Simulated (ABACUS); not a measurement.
Geometry relaxation of Fe (part 3 of 3)

Fe (P6₃/mmc, 2 atoms in the cell); Kohn-Sham DFT of a periodic cell, PBE, PseudoDojo NC SR 0.4.1 PBE standard, spin-polarised (ABACUS 3.10.1); cutoff 1224.51 eV, 10×10×6 k-mesh, fermi-dirac of 0.05 eV, collinear spins. The structure derives from a Materials Project entry.

Geometry of the input (Å; fractional positions):
```
2.4342  0.0000  0.0000
-1.2171  2.1080  0.0000
0.0000  0.0000  3.8419
Fe 0.6667  0.3333  0.7500
Fe 0.3333  0.6667  0.2500
```

### Output, continued
```
----------------------------------------------------------
 E_KohnSham     -501.3299707450      -6820.9441803059
 E_Harris       -501.2916907539      -6820.4233543075
 E_Fermi        1.5547673463         21.1536949746
----------------------------------------------------------

 PW ALGORITHM --------------- ION=   1  ELEC=  20--------------------------------
          total magnetism (Bohr mag/cell) = -0.0558968928287
       absolute magnetism (Bohr mag/cell) = 0.0606133372699
                        nelec for spin up = 15.9720515536
                      nelec for spin down = 16.0279484464

 Density error is 2.0563867081e-06
                          Error Threshold = 2.74114190437e-08
----------------------------------------------------------
     Energy           Rydberg                 eV
----------------------------------------------------------
 E_KohnSham     -501.3299691552      -6820.9441586744
 E_Harris       -501.3193739125      -6820.8000030025
 E_Fermi        1.5550583989         21.1576549476
----------------------------------------------------------

 PW ALGORITHM --------------- ION=   1  ELEC=  21--------------------------------
          total magnetism (Bohr mag/cell) = -0.0337495543563
       absolute magnetism (Bohr mag/cell) = 0.0366951932813
                        nelec for spin up = 15.9831252228
                      nelec for spin down = 16.0168747772

 Density error is 6.15010607573e-07
                          Error Threshold = 6.42620846283e-09
----------------------------------------------------------
     Energy           Rydberg                 eV
----------------------------------------------------------
 E_KohnSham     -501.3299749721      -6820.9442378181
 E_Harris       -501.3297439596      -6820.9410947311
 E_Fermi        1.5551766236         21.1592634779
----------------------------------------------------------

 PW ALGORITHM --------------- ION=   1  ELEC=  22--------------------------------
          total magnetism (Bohr mag/cell) = -0.0182366547374
       absolute magnetism (Bohr mag/cell) = 0.0197727558129
                        nelec for spin up = 15.9908816726
                      nelec for spin down = 16.0091183274

 Density error is 2.0377290069e-07
                          Error Threshold = 1.92190814866e-09
----------------------------------------------------------
     Energy           Rydberg                 eV
----------------------------------------------------------
 E_KohnSham     -501.3299762902      -6820.9442557518
 E_Harris       -501.3277856917      -6820.9144511306
 E_Fermi        1.5551674436         21.1591385772
----------------------------------------------------------

 PW ALGORITHM --------------- ION=   1  ELEC=  23--------------------------------
          total magnetism (Bohr mag/cell) = -0.00381707012451
       absolute magnetism (Bohr mag/cell) = 0.00418262717335
                        nelec for spin up = 15.9980914649
                      nelec for spin down = 16.0019085351

 Density error is 1.23221912771e-08
                          Error Threshold = 6.36790314657e-10
----------------------------------------------------------
     Energy           Rydberg                 eV
----------------------------------------------------------
 E_KohnSham     -501.3299793545      -6820.9442974429
 E_Harris       -501.3296860020      -6820.9403061776
 E_Fermi        1.5551920384         21.1594732061
----------------------------------------------------------

 PW ALGORITHM --------------- ION=   1  ELEC=  24--------------------------------
          total magnetism (Bohr mag/cell) = -0.00133401678674
       absolute magnetism (Bohr mag/cell) = 0.0014472914535
                        nelec for spin up = 15.9993329916
                      nelec for spin down = 16.0006670084

 Density error is 1.64622992689e-09
                          Error Threshold = 3.85068477409e-11
----------------------------------------------------------
     Energy           Rydberg                 eV
----------------------------------------------------------
 E_KohnSham     -501.3299794521      -6820.9442987714
 E_KS(sigma->0) -501.3290676002      -6820.9318923895
 E_Harris       -501.3299345674      -6820.9436880844
 E_band         -25.8673368387       -351.9431730912
 E_one_elec     -184.2299102234      -2506.5765210673
 E_Hartree      114.7792833580       1561.6522660257
 E_xc           -70.9714335214       -965.6158911188
 E_Ewald        -360.9060953615      -4910.3793398472
 E_entropy(-TS) -0.0018237039        -0.0248127638
 E_descf        0.0000000000         0.0000000000
 E_exx          0.0000000000         0.0000000000
 E_Fermi        1.5551949444         21.1595127442
----------------------------------------------------------

 charge density convergence is achieved
 final etot is -6820.9442988 eV
 EFERMI = 21.159512744 eV

 STATE ENERGY(eV) AND OCCUPATIONS    NSPIN == 2
SPIN UP :
 1/14 kpoint (Cartesian) = 0.0000 0.0000 0.0000 (1937 pws)
       1       -66.1410     0.00166667
       2       -66.0041     0.00166667
       3       -32.4941     0.00166667
       4       -31.9375     0.00166667
       5       -31.9375     0.00166667
       6       -31.8380     0.00166667
       7       -31.8380     0.00166667
       8       -31.8319     0.00166667
       9        12.1064     0.00166667
      10        16.1435     0.00166667
      11        19.4847     0.00166667
      12        19.4847     0.00166667
      13        19.6320     0.00166667
      14        19.9622     0.00166667
      15        19.9622     0.00166667
      16        20.2878     0.00166667
      17        20.2878     0.00166667
      18        21.6141    1.87445e-07
      19        21.8804    9.12210e-10
      20        21.8804    9.12210e-10
      21        29.9306    1.08867e-79
      22        42.4429        0.00000
      23        46.0305        0.00000

 2/14 kpoint (Cartesian) = -0.040610 0.023446 0.0000 (1958 pws)
       1       -66.1316      0.0100000
       2       -66.0006      0.0100000
       3       -32.4741      0.0100000
       4       -31.9767      0.0100000
       5       -31.9509      0.0100000
       6       -31.8789      0.0100000
       7       -31.8435      0.0100000
       8       -31.8411      0.0100000
       9        12.4753      0.0100000
      10        16.3787      0.0100000
      11        19.1072      0.0100000
      12        19.6924      0.0100000
      13        19.8339      0.0100000
      14        19.8839      0.0100000
      15        19.9601      0.0100000
      16        20.1431      0.0100000
      17        20.1478      0.0100000
      18        20.4419     0.00999999
      19        21.9476    1.42887e-09
      20        23.6720    1.50131e-24
      21        29.9480    4.61444e-79
      22        40.9935        0.00000
      23        43.7338        0.00000

 3/14 kpoint (Cartesian) = -0.081219 0.046892 0.0000 (1958 pws)
       1       -66.1060      0.0100000
       2       -65.9922      0.0100000
       3       -32.4184      0.0100000
       4       -32.0804      0.0100000
       5       -31.9847      0.0100000
       6       -31.9839      0.0100000
       7       -31.8686      0.0100000
       8       -31.8590      0.0100000
       9        13.5130      0.0100000
      10        16.8963      0.0100000
      11        18.6149      0.0100000
      12        18.6800      0.0100000
      13        19.6187      0.0100000
      14        19.8301      0.0100000
      15        20.1321      0.0100000
      16        20.2662      0.0100000
      17        20.4401     0.00999999
      18        20.6376     0.00999971
      19        22.0767    1.07991e-10
      20        25.8585    1.53160e-43
      21        30.0262    9.65674e-80
      22        37.0236        0.00000
      23        41.2807        0.00000

 4/14 kpoint (Cartesian) = -0.12183 0.070338 0.0000 (1980 pws)
       1       -66.0722      0.0100000
       2       -65.9839      0.0100000
       3       -32.3386      0.0100000
       4       -32.2103      0.0100000
       5       -32.1096      0.0100000
       6       -32.0247      0.0100000
       7       -31.9132      0.0100000
       8       -31.8796      0.0100000
       9        14.9535      0.0100000
      10        17.0757      0.0100000
      11        17.7322      0.0100000
      12        18.4329      0.0100000
      13        19.4949      0.0100000
      14        19.6308      0.0100000
      15        19.8795      0.0100000
      16        21.0444     0.00909085
      17        21.2079     0.00275353
      18        21.3038    0.000528574
      19        22.1825    1.30276e-11
      20        28.2414    3.07284e-64
      21        30.0103    1.32827e-79
      22        33.2652        0.00000
      23        38.8618        0.00000

 5/14 kpoint (Cartesian) = -0.16244 0.093784 0.0000 (1982 pws)
       1       -66.0410      0.0100000
       2       -65.9810      0.0100000
       3       -32.3165      0.0100000
       4       -32.2559      0.0100000
       5       -32.2082      0.0100000
       6       -32.0562      0.0100000
       7       -31.9675      0.0100000
       8       -31.8971      0.0100000
       9        16.1497      0.0100000
      10        16.8223      0.0100000
      11        17.1507      0.0100000
      12        18.7026      0.0100000
      13        19.2526      0.0100000
      14        19.6887      0.0100000
      15        19.9327      0.0100000
      16        21.7189    1.38352e-07
      17        21.9293    2.06020e-09
      18        22.2421    3.94849e-12
      19        22.4559    5.48852e-14
      20        28.0620    1.11217e-62
      21        30.6965    1.45554e-85
      22        32.3659        0.00000
      23        37.1693        0.00000

 6/14 kpoint (Cartesian) = 0.20305 0.35169 0.0000 (1976 pws)
       1       -66.0268     0.00500000
       2       -65.9821     0.00500000
       3       -32.3572     0.00500000
       4       -32.2453     0.00500000
       5       -32.2134     0.00500000
       6       -32.0680     0.00500000
       7       -31.9991     0.00500000
       8       -31.9040     0.00500000
       9        16.5679     0.00500000
      10        16.6291     0.00500000
      11        16.9551     0.00500000
      12        19.0062     0.00500000
      13        19.1651     0.00500000
      14        19.6179     0.00500000
      15        20.0820     0.00500000
      16        21.9755    4.08769e-10
      17        22.2095    3.79355e-12
      18        22.2606    1.36581e-12
      19        23.8093    4.81920e-26
      20        25.9247    2.03544e-44
      21        32.3466        0.00000
      22        33.0090        0.00000
      23        35.4409        0.00000

[... levels at 22 further k points ...]

------------------------------------------------------------------------------------------
 TOTAL-FORCE (eV/Angstrom)
------------------------------------------------------------------------------------------
                       Fe1         0.0000000000         0.0000000000         0.0000000000
                       Fe2         0.0000000000         0.0000000000         0.0000000000
------------------------------------------------------------------------------------------

----------------------------------------------------------------
 TOTAL-STRESS (KBAR)
----------------------------------------------------------------
         1.7806852536        -0.0000000000        -0.0000000000
         0.0000000000         1.7806852536         0.0000000000
         0.0000000000         0.0000000000        -3.3748662622
----------------------------------------------------------------
 TOTAL-PRESSURE: 0.062168 KBAR

 --------------------------------------------
 !FINAL_ETOT_IS -6820.9442987714246556 eV
 --------------------------------------------
```

### File opt.log
```
      Step          Energy          fmax
BFGS:    0    -6820.922966        0.658785
BFGS:    1    -6820.936895        0.383947
BFGS:    2    -6820.944248        0.030598
BFGS:    3    -6820.944299        0.021458
```

### Standard output
```
ABACUS v3.10.1

               Atomic-orbital Based Ab-initio Computation at UStc

%%%%%%%%%%%%%%%%%%%%%%%%%%%%%%%%%%%%%%%%%%%%%%%%%%%%%%%%%%%%%%%%%%%%%%%%%%%%%%%%%%%%%%%%%%%%%%%%%%%%%%%%%
 Warning: the number of valence electrons in pseudopotential > 8 for Fe: [Ar] 3d6 4s2
 Pseudopotentials with additional electrons can yield (more) accurate outcomes, but may be less efficient.
 If you're confident that your chosen pseudopotential is appropriate, you can safely ignore this warning.
%%%%%%%%%%%%%%%%%%%%%%%%%%%%%%%%%%%%%%%%%%%%%%%%%%%%%%%%%%%%%%%%%%%%%%%%%%%%%%%%%%%%%%%%%%%%%%%%%%%%%%%%%

 UNIFORM GRID DIM        : 30 * 30 * 45
 UNIFORM GRID DIM(BIG)   : 30 * 30 * 45
 ---------------------------------------------------------
 Self-consistent calculations for electrons
 ---------------------------------------------------------
 SPIN    KPOINTS         PROCESSORS  THREADS
 2       112             4           4
 ---------------------------------------------------------
 Use plane wave basis
 ---------------------------------------------------------
 ELEMENT NATOM       XC
 Fe      2
 ---------------------------------------------------------
 Initial plane wave basis and FFT box
 ---------------------------------------------------------
 -------------------------------------------
 SELF-CONSISTENT :
 -------------------------------------------
 START CHARGE      : atomic
 ITER      TMAG       AMAG        ETOT/eV          EDIFF/eV         DRHO     TIME/s
 DA1      4.64e+00   4.66e+00  -6.82018875e+03   0.00000000e+00   7.7301e-02   7.51
 DA2      3.76e+00   3.97e+00  -6.82048467e+03  -2.95924993e-01   1.1148e-02   3.84
 DA3      3.23e+00   3.40e+00  -6.82054039e+03  -5.57151689e-02   5.0904e-03   3.44
 DA4      2.35e+00   2.53e+00  -6.82014581e+03   3.94573767e-01   6.1711e-03   3.66
 DA5      4.07e+00   4.22e+00  -6.82030275e+03  -1.56939178e-01   1.7831e-03   3.76
 DA6      4.84e+00   5.00e+00  -6.82023567e+03   6.70828615e-02   2.0408e-03   3.89
 DA7      5.22e+00   5.41e+00  -6.81677420e+03   3.46146619e+00   1.0588e-02   3.83
 DA8      3.39e-01   4.21e-01  -6.82093615e+03  -4.16195025e+00   2.0603e-03   5.60
 DA9      1.25e-01   1.97e-01  -6.82089619e+03   3.99684816e-02   2.7496e-03   3.24
 DA10    -4.11e-01   4.14e-01  -6.82052162e+03   3.74570928e-01   1.1017e-02   3.75
 DA11     8.56e-01   9.66e-01  -6.82059432e+03  -7.27068925e-02   1.1530e-03   4.89
 DA12    -4.43e-01   4.59e-01  -6.82092827e+03  -3.33945264e-01   3.3514e-03   4.96
 DA13    -6.34e-01   6.71e-01  -6.82093362e+03  -5.35339714e-03   2.7126e-03   3.39
 DA14    -6.85e-01   7.29e-01  -6.82092411e+03   9.50783470e-03   2.8123e-03   3.21
 DA15    -7.81e-01   8.39e-01  -6.82091549e+03   8.62515163e-03   3.2930e-03   3.21
 DA16    -8.53e-01   9.25e-01  -6.82087022e+03   4.52673311e-02   3.4498e-03   3.21
 DA17    -3.01e-01   3.26e-01  -6.82091417e+03  -4.39457157e-02   9.6463e-05   4.19
 DA18     8.02e-02   8.54e-02  -6.82094026e+03  -2.60894250e-02   4.4977e-05   4.95
 DA19    -5.91e-02   6.39e-02  -6.82094418e+03  -3.92490562e-03   8.7717e-06   4.36
 DA20    -5.59e-02   6.06e-02  -6.82094416e+03   2.16314830e-05   2.0564e-06   3.23
 DA21    -3.37e-02   3.67e-02  -6.82094424e+03  -7.91436985e-05   6.1501e-07   4.07
 DA22    -1.82e-02   1.98e-02  -6.82094426e+03  -1.79336980e-05   2.0377e-07   4.24
 DA23    -3.82e-03   4.18e-03  -6.82094430e+03  -4.16910404e-05   1.2322e-08   4.81
 DA24    -1.33e-03   1.45e-03  -6.82094430e+03  -1.32854152e-06   1.6462e-09   4.50
----------------------------------------------------------------
 TOTAL-STRESS (KBAR)
----------------------------------------------------------------
         1.7806852536        -0.0000000000        -0.0000000000
         0.0000000000         1.7806852536         0.0000000000
         0.0000000000         0.0000000000        -3.3748662622
----------------------------------------------------------------
 TOTAL-PRESSURE: 0.062168 KBAR
```

### Trajectory as extended XYZ (Å, eV, eV/Å), 4 frames, from step=0 to step=3
```
2
Lattice="2.4342 0.0000 0.0000 -1.2171 2.1080 0.0000 0.0000 0.0000 3.8419" Properties=species:S:1:pos:R:3:forces:R:3 step=0 energy=-6820.92297 pressure_GPa=10.37
Fe    1.2171    0.7027    2.8815    0.0000   0.0000   0.0000
Fe    0.0000    1.4054    0.9605    0.0000   0.0000   0.0000
2
Lattice="2.4456 0.0000 0.0000 -1.2228 2.1180 0.0000 0.0000 0.0000 3.8583" Properties=species:S:1:pos:R:3:forces:R:3 step=1 energy=-6820.93690 pressure_GPa=5.85
Fe    1.2228    0.7060    2.8937    0.0000   0.0000   0.0000
Fe    0.0000    1.4120    0.9646    0.0000   0.0000   0.0000
2
Lattice="2.4614 0.0000 -0.0000 -1.2307 2.1316 0.0000 -0.0000 -0.0000 3.8795" Properties=species:S:1:pos:R:3:forces:R:3 step=2 energy=-6820.94425 pressure_GPa=0.27
Fe    1.2307    0.7105    2.9096    0.0000   0.0000   0.0000
Fe    0.0000    1.4211    0.9699    0.0000   0.0000   0.0000
2
Lattice="2.4625 0.0000 -0.0000 -1.2312 2.1326 0.0000 -0.0000 -0.0000 3.8798" Properties=species:S:1:pos:R:3:forces:R:3 step=3 energy=-6820.94430 pressure_GPa=0.01
Fe    1.2312    0.7109    2.9099    0.0000   0.0000   0.0000
Fe    0.0000    1.4217    0.9700    0.0000   0.0000   0.0000
```

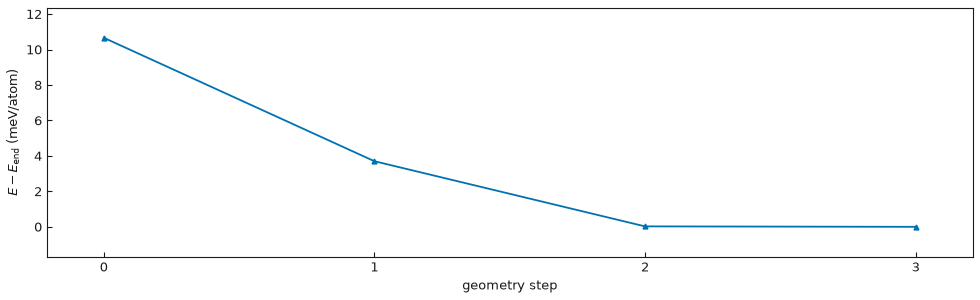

Fig. 1: Progress of the relaxation, step by step (steps are counted from 0).

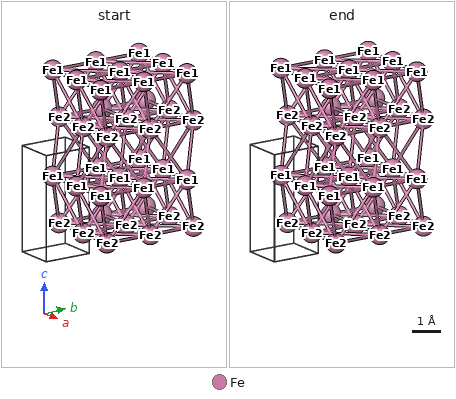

Fig. 2: Before (left) and after (right) the relaxation, at one scale (ball-and-stick view of the cell of the calculation, repeated 3 × 3 × 2, seen slightly off an axis). Over 3 geometry steps the energy falls by 10.7 meV per atom. All forces vanish by symmetry, so only the cell relaxes. The pressure goes from 10.37 to 0.01 GPa. The atoms keep their places relative to the cell (all moves are under 0.005 Å). The drawn cell changes as follows: a = b 2.434 → 2.462 Å (+1.2 %), c 3.842 → 3.880 Å (+1.0 %); the volume changes by +3.3 %. Distances before and after: Fe1–Fe1 2.434 → 2.462 Å, Fe1–Fe2 2.380 → 2.405 Å. The space group stays P6_3/mmc (No. 194). (Atoms are counted from 1 in the order of the input.)

### Results in brief

```csv
quantity,value
outcome,converged
space group (tolerance 0.01 Å),P6₃/mmc (194)
electrons treated,32
free energy,−6820.9443 eV
Fermi energy,21.160 eV
gap on the k-point mesh,none (metallic)
net moment of the cell,0.00 μB
integrated absolute moment,0.00 μB
pressure,0.01 GPa
final volume,20.37 Å³
largest force (length of the vector) at the end,under 0.001 eV/Å
final cell,"a = 2.462 Å, b = 2.462 Å, c = 3.880 Å, α = 90.00°, β = 90.00°, γ = 120.00°"
hardware,"4 threads of Intel Xeon @ 2.50GHz (Skylake/Cascade Lake), 16 GiB of memory available, shared host"
wall time,4.8 min (CPU time 19 min)
peak memory,0.4 GiB
```
